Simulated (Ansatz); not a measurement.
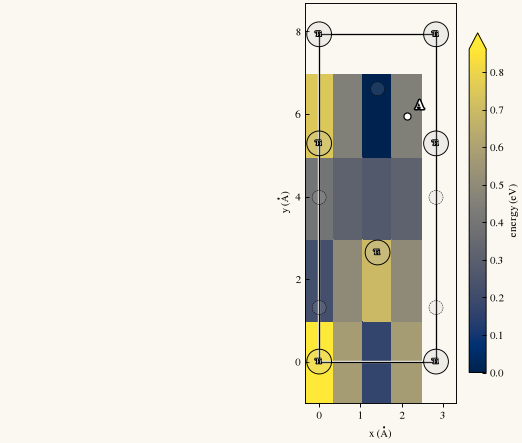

Si on a Ti(110) slab cut from the P6/mmm phase, its upper half relaxed before the scan (9 atoms of substrate and one adsorbate in a 1 × 1 cell). 
- Si is moved over the surface cell; relaxed at each place: the height of the adsorbate's atoms; substrate rigid; the origin of the map has the adsorbate above Ti8.
- Places are given modulo a cell vector. The map is drawn in real space over the plane of the surface.
- The grid has 4 × 4 points; 12 points were computed and 4 follow by symmetry.
- Energies are in eV, from the lowest grid point.
- With one adsorbate in each 1 × 1 cell, its nearest image is 2.8 Å away, so neighbouring adsorbates interact.
- The calculation used DFT PBE, scalar-relativistic, plane waves, PAW in Ansatz. Settings: cutoff 420 eV, k-mesh 9×4×1, gaussian smearing 0.1 eV, no spin polarisation.

Drawn: one coloured cell a grid point, labelled circles for the atoms of the top layer and small ones for the second layer, the outline of one cell of the plane, one colour for all values above the top of the scale, the point A.

Q: Is A at rest? If not, where is it pushed?

A: A, at (3/4, 3/4) of the cell vectors, is not a stationary point. The computed force is 0.86 eV/Å in the plane, pointing up and left in the picture (components −0.79 and 0.34 eV/Å).

PAW datasets: the set soft_1.
